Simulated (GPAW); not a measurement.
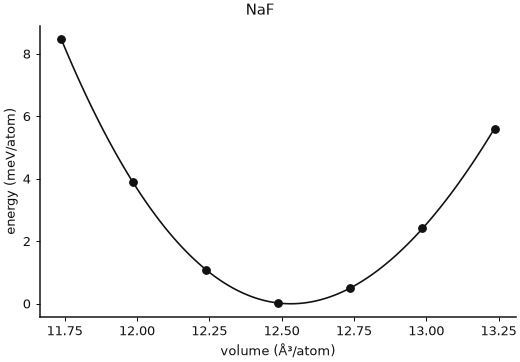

The picture above shows the energy against volume for NaF, space group Fm-3m (No. 225).

Cell as given: a = 3.281 Å, b = 3.281 Å, c = 3.281 Å, α = 60.00°, β = 60.00°, γ = 60.00°; 2 atoms.

Computed with GPAW 26.7.0: PAW DFT in plane waves, on a grid or in atomic orbitals, no spin polarisation; energies at scaled volumes of the given cell, shape and fractions fixed, counted from the fit's minimum, third-order Birch-Murnaghan fit. Level: PBEsol.

- k mesh: 10×10×10
- occupations: Fermi–Dirac
- smearing width: 0.05 eV
- potentials: PAW data sets made by gpaw setup for the functional
- wave cutoff: 800 eV
- program settings: basis pw

This calculation gives: equilibrium volume 12.53 Å³/atom and bulk modulus 49.2 GPa.

Now F is replaced by Cl on all its sites, which gives NaCl in the same structure. The second calculation uses k mesh 8×8×8. How do these quantities change?

The equilibrium volume rises from 12.53 to 22.03 Å³/atom (+76 %) and the bulk modulus falls from 49.2 to 26.1 GPa (−47 %).

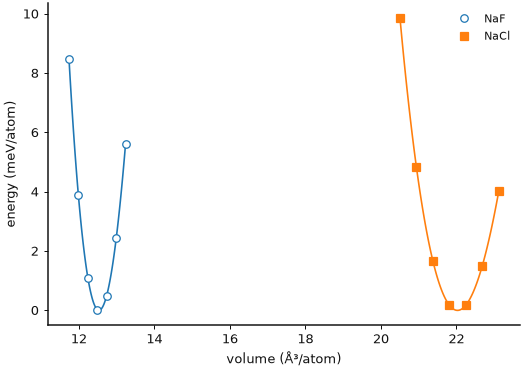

The two results together.

For NaF, limits of the calculation: the fit and the printed pressures don't fully agree, or the minimum lies near the end of the range.

V0 and the bulk modulus come from third-order Birch–Murnaghan fits.
